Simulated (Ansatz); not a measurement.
# Cu(100) film, 3 layers, adrow N: surface scattering, part 2 of 2

Aim: how much of the in-plane current does the surface defect in Cu(100) film, 3 layers, adrow N reflect?

Ansatz 0.2.0; Ansatz plane-wave DFT, PBE, PAW files; relaxation of the atoms about the surface defect; PAW set soft_1 (the session's first sound run).

So far. Step 2 (Relaxing about the defect): The largest force component on a free atom ends at 0.0048 eV/Å, under the tolerance of 0.03, after 8 steps.

## (3) Transmission along the film

The film far from the defect is the lead. The first vector holds vacuum and takes one k-point. Energies from -0.05 to 0.05 eV in steps of 0.05 eV are too few for the program's thermal sum, so it prints no conductance; for a metal the transmission near the Fermi level serves, at a fraction of the cost.

This step: Ansatz plane-wave DFT, PBE, PAW files; ballistic transport by layer matching (Landauer), zero bias; PAW set soft_1 (Ansatz 0.2.0).

The input, input.yaml:

```yaml
crystal:
  lattice:
    - [16.42244, 0.0, 0.0]
    - [0.0, 2.5561627297, 0.0]
    - [0.0, 0.0, 35.7862782161]
  atoms:
    - { symbol: Cu, position: [0.2740153108, 0.0, 0.0] }
    - { symbol: Cu, position: [0.3840769094, 0.5, 0.0357142857] }
    - { symbol: Cu, position: [0.494138508, 0.0, 0.0] }
    - { symbol: Cu, position: [0.2740153108, 0.0, 0.0714285714] }
    - { symbol: Cu, position: [0.3840769094, 0.5, 0.1071428571] }
    - { symbol: Cu, position: [0.494138508, 0.0, 0.0714285714] }
    - { symbol: Cu, position: [0.2740153108, 0.0, 0.1428571429] }
    - { symbol: Cu, position: [0.3840769094, 0.5, 0.1785714286] }
    - { symbol: Cu, position: [0.494138508, 0.0, 0.1428571429] }
    - { symbol: Cu, position: [0.2740153108, 0.0, 0.2142857143] }
    - { symbol: Cu, position: [0.3840769094, 0.5, 0.25] }
    - { symbol: Cu, position: [0.494138508, 0.0, 0.2142857143] }
    - { symbol: Cu, position: [0.2740153108, 0.0, 0.2857142857] }
    - { symbol: Cu, position: [0.3840769094, 0.5, 0.3214285714] }
    - { symbol: Cu, position: [0.494138508, 0.0, 0.2857142857] }
    - { symbol: Cu, position: [0.2740153108, 0.0, 0.3571428571] }
    - { symbol: Cu, position: [0.3817356116, 0.5, 0.3918941752] }
    - { symbol: Cu, position: [0.4922109511, 0.0, 0.3562238798] }
    - { symbol: Cu, position: [0.2740153108, 0.0, 0.4285714286] }
    - { symbol: Cu, position: [0.3821359457, 0.5, 0.4630756279] }
    - { symbol: Cu, position: [0.4906115541, 0.0, 0.4258436874] }
    - { symbol: Cu, position: [0.2740153108, 0.0, 0.5] }
    - { symbol: Cu, position: [0.3829282705, 0.5, 0.53556587] }
    - { symbol: Cu, position: [0.4974395344, 0.0, 0.495230827] }
    - { symbol: Cu, position: [0.2740153108, 0.0, 0.5714285714] }
    - { symbol: Cu, position: [0.3825170136, 0.5, 0.6079521531] }
    - { symbol: Cu, position: [0.4977467463, 0.0, 0.5754205146] }
    - { symbol: Cu, position: [0.2740153108, 0.0, 0.6428571429] }
    - { symbol: Cu, position: [0.3840769094, 0.5, 0.6785714286] }
    - { symbol: Cu, position: [0.4924315631, 0.0, 0.6446623704] }
    - { symbol: Cu, position: [0.2740153108, 0.0, 0.7142857143] }
    - { symbol: Cu, position: [0.3840769094, 0.5, 0.75] }
    - { symbol: Cu, position: [0.494138508, 0.0, 0.7142857143] }
    - { symbol: Cu, position: [0.2740153108, 0.0, 0.7857142857] }
    - { symbol: Cu, position: [0.3840769094, 0.5, 0.8214285714] }
    - { symbol: Cu, position: [0.494138508, 0.0, 0.7857142857] }
    - { symbol: Cu, position: [0.2740153108, 0.0, 0.8571428571] }
    - { symbol: Cu, position: [0.3840769094, 0.5, 0.8928571429] }
    - { symbol: Cu, position: [0.494138508, 0.0, 0.8571428571] }
    - { symbol: Cu, position: [0.2740153108, 0.0, 0.9285714286] }
    - { symbol: Cu, position: [0.3840769094, 0.5, 0.9642857143] }
    - { symbol: Cu, position: [0.494138508, 0.0, 0.9285714286] }
    - { symbol: "N", position: [0.5105639583, 0.5, 0.5353163907] }
kpoints:
  mp_grid: { grid: [1, 12, 1] }
hamiltonian:
  xc: pbe
  pseudopotentials: { kind: paw, azcp: { folder: soft_1 } }
scf:
  occupations: { method: fermi_dirac, width: 0.1 }
output:
  transmission: { leads: [[0, 3]], kmesh: [1, 24], e_range: [-0.05, 0.05], de: 0.05 }
  write_potential: true
  write_density: true
  volumetric_format: npy
  elf: true
```

The run is started by

```bash
$ ansatz run input.yaml --threads 8 --pin off --max-ram 15360MiB --backend cpu --events-out ev --progress --plain --runs-dir out
```

Numbers of over 12 decimals in the logs are rounded to 6 here.

Output:

```text
[...]
Crystal: 43 atoms, lattice volume = 1502.252 Å³
Basis set: ecut = 420 eV, 29425 PW (Γ)
Bands: 482, of which v1, the nominal top of the filled ones, is band 402 counted from 1 (401 counted from 0)
Symmetry: 2 space group operations
[...]
k-points: 7 of 12
[...]
SCF iter   1: F=—  HF=-278658.452140 eV  |F-HF|=—  |Δ(HF+E_count)|=         —  Δρ=1.43e-1  dr2=1.98e2  ethr=3.10e-3  ⟨swp⟩=7.6  Hψ=14122  notcnv=0  defer=133
[...]
SCF iter  16: F=-278623.460953 eV  HF=-278623.460953 eV  |F-HF|=1.20e-7  |Δ(HF+E_count)|=   7.86e-8  Δρ=1.26e-6  dr2=2.31e-8  ethr=1.25e-11  ⟨swp⟩=16.6  Hψ=15380  notcnv=0
SCF 1 converged in 16 iterations: F = -278623.460953 eV  dr2 = 2.31e-8
[...]
transmission: 88 of 780 steps passed
transmission: 160 of 780 steps passed
[...]
transmission: 780 of 780 steps passed
WARN: The output density's exchange-correlation potential varies sharply where the density is thin. Do not read a vacuum level from v_tot or v_xc, or from such a field of the output density. On a cell that repeats whose density bears no net charge and no dipole along the vacuum's axis use v_es (v_loc + v_h of the components); under efield.dipole_correction with no amplitude use v_es + v_field, which holds any externa [...]
SCF converged after 16 iterations
Free energy (F): -278623.460953 eV
[...]
Internal energy: -278622.925677 eV  (E = F + TS)
E sigma→0 (E₀):  -278623.193315 eV
Entropy (-TS):   -0.535276 eV (-12.448 meV/atom)
Fermi energy:    2.418446 eV
[...]
--- Band table (eV; the first three rows and the last of 7) ---
  k-point 0: bands = [... 398 lower, 1.0321, 1.0439, 1.0446, 1.1734, 1.3178, 1.4940, 1.5169, 1.5427, ... 76 higher]
  k-point 1: bands = [... 398 lower, 1.0907, 1.2154, 1.2789, 1.4549, 1.4764, 1.7091, 1.7697, 1.8921, ... 76 higher]
  k-point 2: bands = [... 398 lower, 1.4155, 1.5883, 1.6346, 1.8924, 1.9123, 2.2935, 2.3202, 2.4375, ... 76 higher]
  k-point 6: bands = [... 398 lower, 3.3033, 3.5182, 3.6399, 3.6911, 3.7523, 3.9117, 4.0953, 4.2908, ... 76 higher]
--- Transmission ---
  basis      : 375 plane waves across, 60 finite elements along
  points     : 13, standing for a mesh of 1 x 24
  energies   : 3 from -0.050000 to 0.050000 eV about the Fermi level, 0.050000 eV apart; the leads are filled to 0.000000 eV, and channels, transmission and decay are at 0.000000 eV
  crystal 0  : Cu3, at the sites [0, 3], period 2.5562 Å, over 23.86 Å; its Hamiltonian steps by up to 8.6 meV
    offset         : up to 0.0000 Å between an atom of the period and one for which it stands
    channels       : 2.291667e0 a spin
    conductance    : none, the energies end too early or step too widely for 300 K: set another output.transmission.e_range or a lower de, or, where they end at an eighth of basis.ecutwfc, a higher one
  junction   : crystal 0 to crystal 0, 0.64 to 33.87 Å
    transmission   : 1.353672e0 a spin
[...]
```

It took 17 min on 8 threads of Arm Neoverse N1, shared host; peak memory 11 GiB; 2 h of CPU time.

The column dr2 measures how far the density is from self-consistency, as an energy; F and HF (Harris–Foulkes) agree once it is small.

Numbers from this step:

```yaml
free_energy: -278623.4610 eV
energy_at_zero_smearing: -278623.1933 eV
fermi_energy: 2.418 eV
cell_area: 41.98 Å²
transmission_at_the_fermi_level_one_spin: 1.354
lead_channels_at_the_fermi_level_one_spin: 2.292
step_of_the_lead_s_hamiltonian_over_a_period: 8.6 meV
```

Per spin. Table of transmission, zone mean by energy, zero at the Fermi level:

| energy (eV) | transmission, zone mean |
| --- | --- |
| -0.0500 | 1.32 |
| 0.0000 | 1.35 |
| 0.0500 | 1.42 |

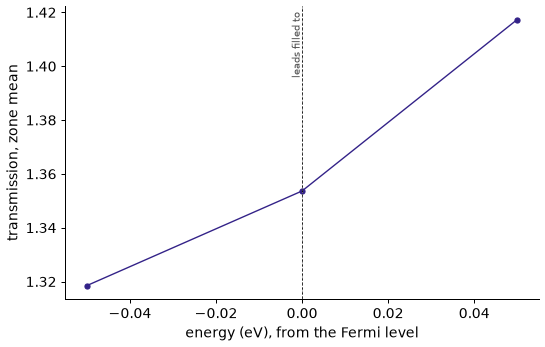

Transmission, zone mean against energy.

Per spin. Open channels, zone mean against energy, zero at the Fermi level:

| energy (eV) | open channels, zone mean |
| --- | --- |
| -0.0500 | 2.21 |
| 0.0000 | 2.29 |
| 0.0500 | 2.29 |

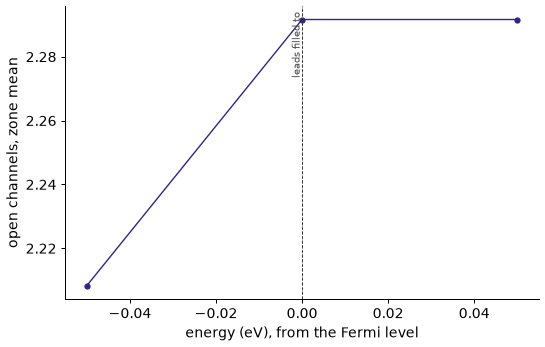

Open channels, zone mean against energy.

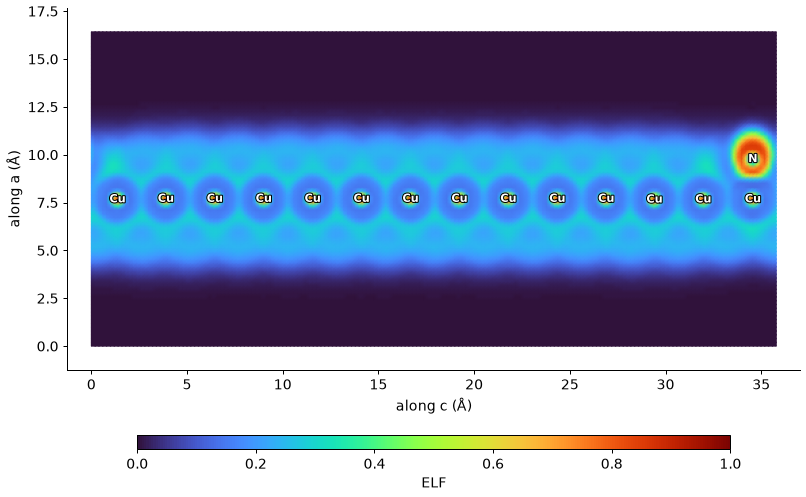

ELF in the ca plane at fractional y = 0.500, with atoms of Cu and N within 0.2 Å of it. It is the smooth field of the valence electrons, not physical close to the nuclei. The map starts off the cell's origin, so that atoms lie inside it.

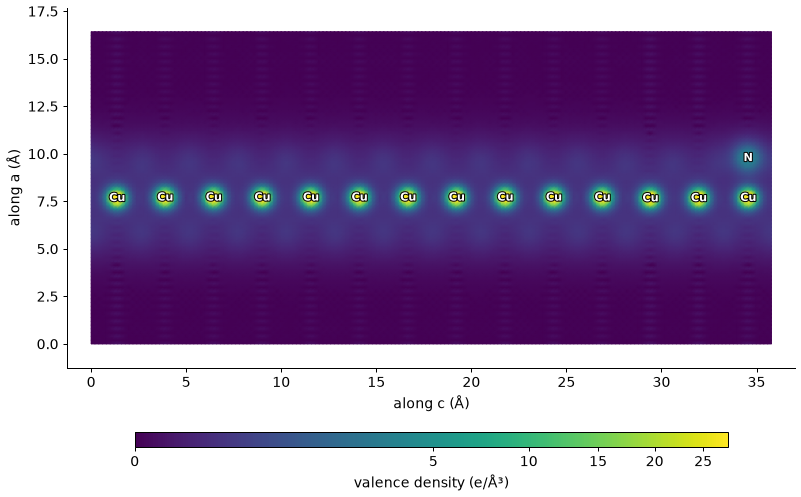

Valence density in the ca plane at fractional y = 0.500, with atoms of Cu and N within 0.2 Å of it. It is the smooth field of the valence electrons, not physical close to the nuclei. The map starts off the cell's origin, so that atoms lie inside it. The colour scale is stretched toward low values.

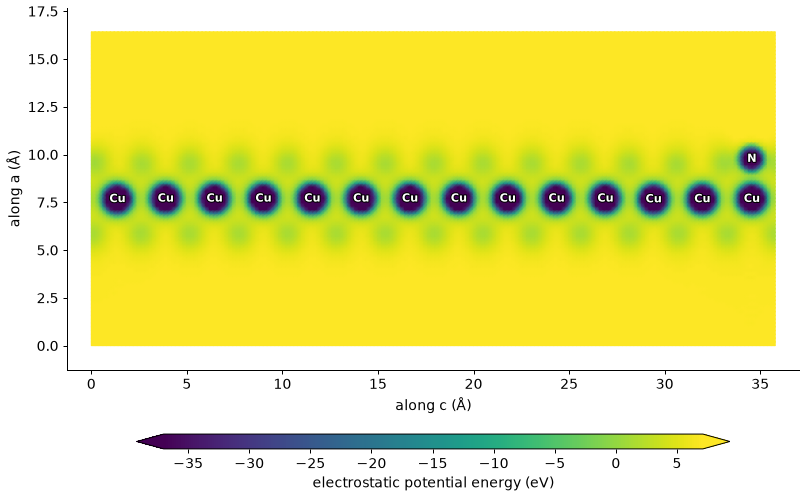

Electrostatic potential energy in the ca plane at fractional y = 0.500, with atoms of Cu and N within 0.2 Å of it. With pseudopotentials it is smooth inside the atoms' cores, unlike the true potential. The map starts off the cell's origin, so that atoms lie inside it.

Over the solved energies the transmission per spin lies between 1.32 and 1.42, out of 2.26 channels of the lead on average (up to 2.29).

## (4) Share that passes

This step: Ansatz plane-wave DFT, PBE, PAW files; ballistic transport by layer matching (Landauer), zero bias; share of the film's channels that pass the defect (the area holds the vacuum); PAW set soft_1 (Ansatz 0.2.0).

Numbers from this step:

- T over the leads' mean channel count: 0.6021

Averaged over the energies near the Fermi level, 60.2 % of the channels pass.

## (5) What came out

```json
{
  "share of the film's channels that pass": "0.602"
}
```

**Reading.** 60 % of the film's channels pass the defect. The film is 3 layers thick, so the defect disturbs a good part of its section. It runs straight across the current without end, so the wavevector along it is kept. Only atoms near the defect are relaxed, while the rest of the face keeps bulk spacings, so part of the reflection may come from that relaxed patch.

[Logs are printed without paths, hosts, clocks, repeated set-up lines and the standing remarks that a program may print on its own settings, such as how far it seeks lower states.]

[Hosts, paths, dates, database ids (printed as entryN), source tags and the programs' standing remarks are cut or masked in the printed files.]
